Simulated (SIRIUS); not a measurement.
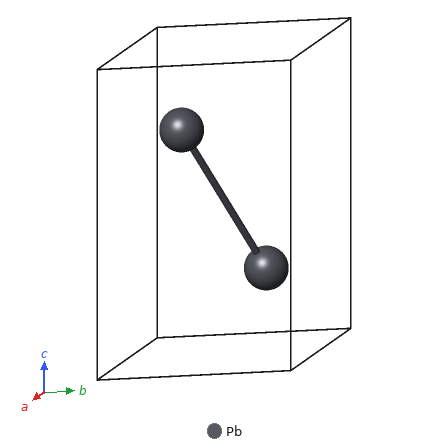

System: Pb, space group P6_3/mmc (No. 194). The picture shows the conventional cell.

Structure:
```cif
data_structure
_symmetry_space_group_name_H-M 'P 1'
_symmetry_Int_Tables_number 1
_cell_length_a 3.4800
_cell_length_b 3.4800
_cell_length_c 5.5900
_cell_angle_alpha 90.000
_cell_angle_beta 90.000
_cell_angle_gamma 120.000
_cell_volume 58.63
loop_
_atom_site_label
_atom_site_type_symbol
_atom_site_fract_x
_atom_site_fract_y
_atom_site_fract_z
_atom_site_occupancy
Pb1 Pb 0.66667 0.33333 0.75000 1
Pb2 Pb 0.33333 0.66667 0.25000 1
```

Calculation (SIRIUS 7.12.0): plane-wave DFT, no spin polarisation; energies at scaled volumes of the given cell, shape and fractions fixed, counted from the fit's minimum, third-order Birch-Murnaghan fit. Level: PBEsol.

- k mesh: 9×9×5
- occupations: Fermi–Dirac
- smearing width: 0.05 eV
- potentials: dojo sr pbesol 0.4.1 standard
- wave cutoff: 765.3 eV
- density cutoff: 3061 eV

What does the calculation give for the energy and pressure against volume? The volume takes the values 27.55, 28.14, 28.73, 29.31, 29.90, 30.49, 31.07 Å³/atom.

A third-order Birch–Murnaghan fit gives V0 = 30.01 Å³/atom, B0 = 44.7 GPa and B′ = 5.5. The energy is 33.66 meV/atom at volume 27.55 Å³/atom and 4.89 meV/atom at 31.07 Å³/atom; the lowest computed point is at volume 29.90 Å³/atom (0.06 meV/atom). The pressure falls from 4.81 GPa at volume 27.55 Å³/atom to −1.43 GPa at 31.07 Å³/atom, and changes sign near 30.01 Å³/atom.

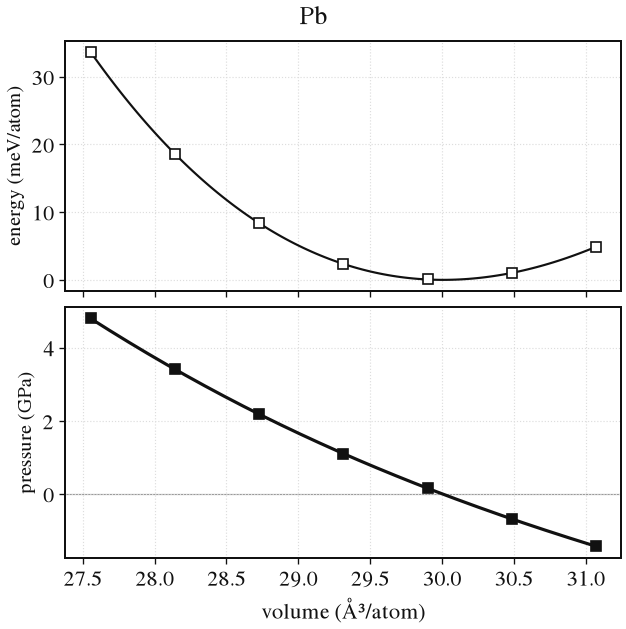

Keep in mind: spin-orbit coupling left out, heavy elements; shape and atomic fractions are frozen while scaling, which makes layered, chain and framework solids too stiff.
